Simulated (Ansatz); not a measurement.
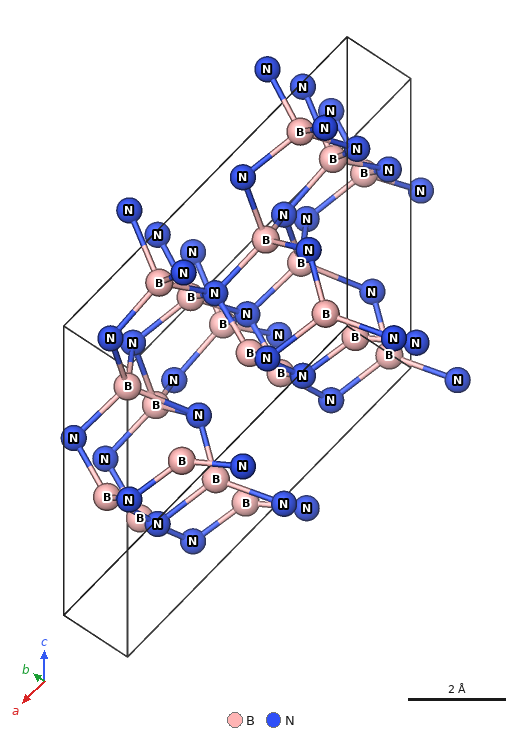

Crystal structure, ball-and-stick style, seen from a general direction. The conventional unit cell is outlined; an atom on or near a face, edge or corner is repeated at each equivalent position. A few atoms beyond the faces are included. Cell: a = 8.449 Å, b = 5.109 Å, c = 6.118 Å, α = 90.00°, β = 133.67°, γ = 90.00°.

Give a description of the structure.

Formula: B$_{8}$N$_{7}$. The lattice is base-centred monoclinic and the space group Cm (No. 8). With Z = 2, the cell contains 16 B, 14 N. The numbers of neighbours within bonding distance are B 2 to 4 (mean 3.4) and N 3 to 4 (mean 3.9).

The initial geometry was a structure listed in the Materials Project. The cell was then strained or its atoms displaced on purpose. The atoms were relaxed in a fixed cell with DFT PBE, scalar-relativistic, plane waves, PAW in Ansatz.

At this level of theory the cell isn't at rest (compressed, at 36 GPa), so its distances can differ from those at equilibrium, the more so the softer the solid.
